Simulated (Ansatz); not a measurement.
## AlNi5: geometry relaxation (part 3 of 3)

AlNi5 (P-3m1, 6 atoms in the cell); DFT PBE, scalar-relativistic, plane waves, PAW, spin-polarised (Ansatz 0.2.0); cutoff 420 eV, 18×18×4 k-mesh, Gaussian smearing of 0.1 eV, collinear spins. The structure was made by a generator, so it may or may not be a known phase.

Geometry of the input (Å; fractional positions):
```
2.5656  0.0000  0.0000
-1.2828  2.2218  0.0000
0.0000  0.0000  11.9855
Al 0.0000  0.0000  0.0000
Ni 0.6667  0.3333  0.6657
Ni 0.3333  0.6667  0.8354
Ni 0.6667  0.3333  0.1646
Ni 0.3333  0.6667  0.3343
Ni 0.0000  0.0000  0.5000
```

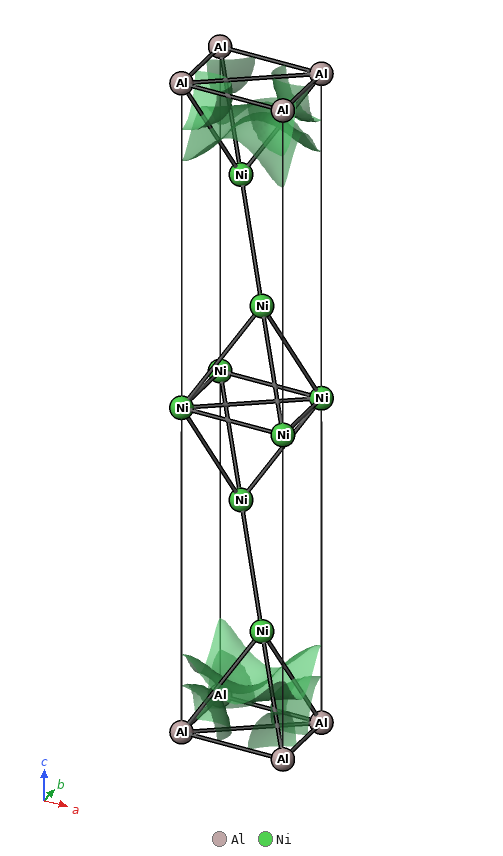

**Figure 1.** Isosurface of the electron localisation function at 0.45 (green), seen slightly off an axis. Only the valence region is drawn (cores and ρ < 0.01 e/Å³ removed). Sticks mark near contacts. The outline is the cell set on symmetry axes. Values along the shortest contacts: Al–Ni (2.46 Å): the ELF is about 0.40 at the midpoint, as expected for nearly free electrons, as in a simple metal. Ni–Ni (2.48 Å): the ELF is about 0.25 at the midpoint (no shared electron pair).

Results in brief

- outcome: converged
- space group (tolerance 0.01 Å): P-3m1 (164)
- electrons treated: 93
- free energy: −29736.6419 eV
- Fermi energy: 16.271 eV
- gap on the k-point mesh: none (metallic)
- net moment of the cell: −2.10 μB
- integrated absolute moment: 2.47 μB
- pressure: 0.01 GPa
- final volume: 68.42 Å³
- largest force (length of the vector) at the end: 0.001 eV/Å
- final cell: a = 2.570 Å, b = 2.570 Å, c = 11.962 Å, α = 90.00°, β = 90.00°, γ = 120.00°
- hardware: 4 threads of Arm Neoverse V2, 24 GiB of memory available, shared host
- wall time: 1.7 min (CPU time 6.9 min)
- peak memory: 1 GiB
